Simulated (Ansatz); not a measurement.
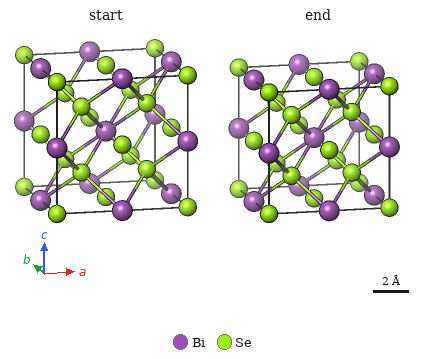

The structure of solid BiSe$_{3}$ (a generated structure, set up in Fm-3m) (coarse preliminary run) before (left) and after (right) a relaxation, at one scale.

A ball-and-stick model of the conventional cell (4 times the calculation's cell), seen slightly off an axis. Lengths and directions refer to the drawn axes.

Level of theory: DFT PBE, scalar-relativistic, plane waves, PAW (Ansatz). Set-up: plane-wave cutoff 420 eV; k-point mesh 4 × 4 × 4; occupations gaussian; smearing width 0.1 eV; no spin polarisation; cell and atoms relaxed; force threshold 0.04 eV/Å; at most 70 steps.

Q: What changed between the two?

A: The atoms keep their places relative to the cell (all moves are under 0.005 Å). The drawn cell changes as follows: a = b = c 7.816 → 7.202 Å (−7.9 %); the volume changes by −21.8 %. Among the contacts that change: Bi–Se 3.385 → 3.118 Å. The space group stays Fm-3m (No. 225). Over 4 accepted moves (5 points after the start) the energy falls by 232 meV per atom. All forces vanish by symmetry, so only the cell relaxes. Pressure: −9.02 GPa at the start and −0.03 GPa at the end. The SCF was repeated once at an unchanged geometry on a basis and grid sized afresh for the cell, which shifted the energy by 0.6 meV per atom at most.
